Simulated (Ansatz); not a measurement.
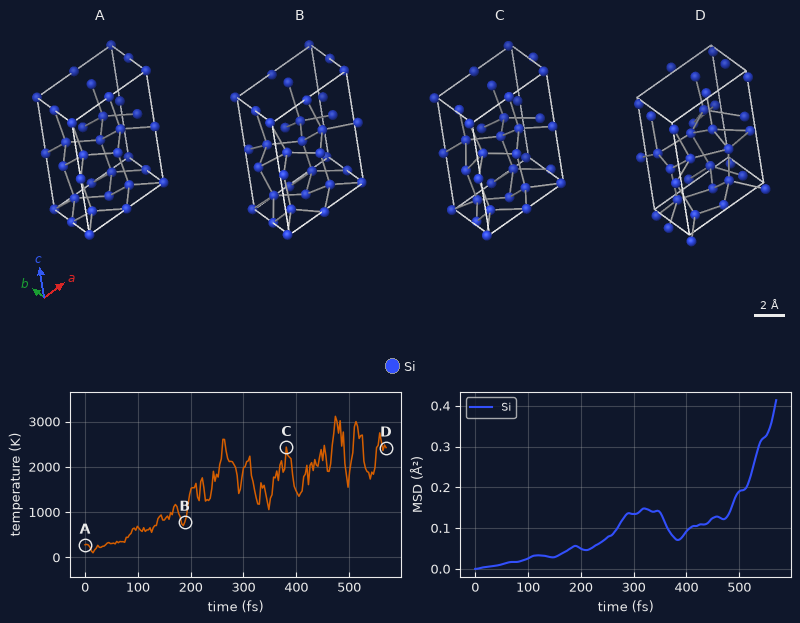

First-principles dynamics of a 16-atom cell of Si, 570 fs long. The cell was cut from the diamond crystal. Frames (A at 0 fs, B at 189 fs, C at 381 fs, D at 570 fs) and the history of the run. Style: ball-and-stick. Shown: the reduced simulation cell, slightly off an axis. Bonds to atoms that aren't drawn are left out. Lengths and directions refer to the drawn axes.

Theory: DFT PBE, scalar-relativistic, plane waves, PAW (Ansatz 0.2.0). Settings: plane-wave cutoff 420 eV; k-point mesh 2 × 2 × 2; Fermi-Dirac smearing 0.3 eV; low-accuracy preset; volume 1.1 times that of the relaxed crystal; Langevin thermostat (NVT); set temperature 300 K, then to 3500 K over 190 steps; time step 3 fs; friction 0.02 per fs.

### Describe the run.

In the second half of the run the atoms are, in the root-mean-square, this far from where they began (common drift taken out): Si 0.40 Å. Against the typical shortest distance between atoms in the first frame, about 2.4 Å these are wide excursions, but the first-neighbour bonds of the start all hold: the network flexes, or its layers or units shift against each other, without breaking. Under the programmed temperature the kinetic temperature goes from 265 K (first eighth) to 2349 K (last eighth), with a peak of 3117 K. That is well off the final set point of 3500 K. The potential energy in the second half lies on average 269 meV per atom above the first frame.

Limits of the set-up: the k-point mesh is coarse for a cell with partly filled bands; the program's low-accuracy preset was used.
